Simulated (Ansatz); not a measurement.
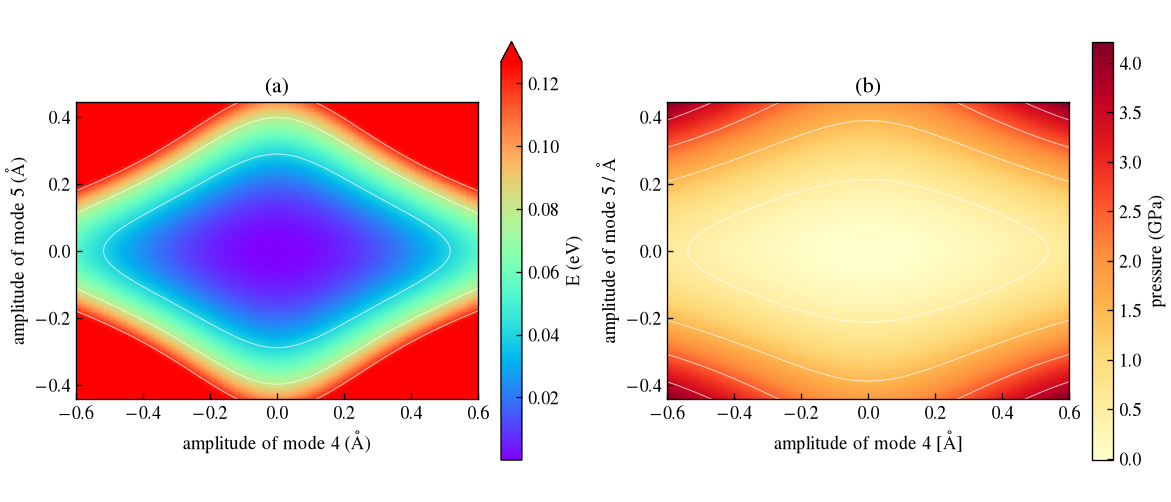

Sn (I4/mmm, No. 139; 2 atoms in the cell). The energy is mapped over two normal modes frozen in (zone-centre modes of the 2-atom cell of this scan, which folds in the wave vector (0, 1/2, 0) of the primitive cell). The first coordinate is: amplitude of mode 4 (18 cm⁻¹), largest displacement; the second: amplitude of mode 5 (26 cm⁻¹), largest displacement. Nothing is relaxed (the cell and all other modes fixed). Grid: 5 × 5 points; 9 points were computed and 16 follow by symmetry. Points are written as (first, second). Energies are in eV per cell, from the lowest grid point. All numbers below come from Ansatz, DFT LDA, scalar-relativistic, plane waves, PAW. Settings: cutoff 420 eV, k-mesh 16×16×16, gaussian smearing 0.15 eV, no spin polarisation.

Panel (a) is the energy; panel (b) is the computed pressure, in GPa.

Drawn: a smooth colour map with a few white contour lines, one colour for all values above the top of the scale. Between grid points the surface is interpolated.

> How does the pressure vary over the map, and what is it at the lowest grid point?

It runs from −0.01 GPa at (0.0 Å, 0.000 Å) to 4.21 GPa at (−0.6 Å, −0.443 Å). At the lowest grid point, (0.0 Å, 0.000 Å), it is −0.01 GPa.

```tsv
second ↓, first →	−0.6	−0.3	0.0	0.3	0.6
0.443	4.21	2.65	1.87	2.65	4.21
0.222	1.62	0.90	0.54	0.90	1.62
0.000	0.60	0.17	−0.01	0.17	0.60
−0.222	1.62	0.90	0.54	0.90	1.62
−0.443	4.21	2.65	1.87	2.65	4.21
```
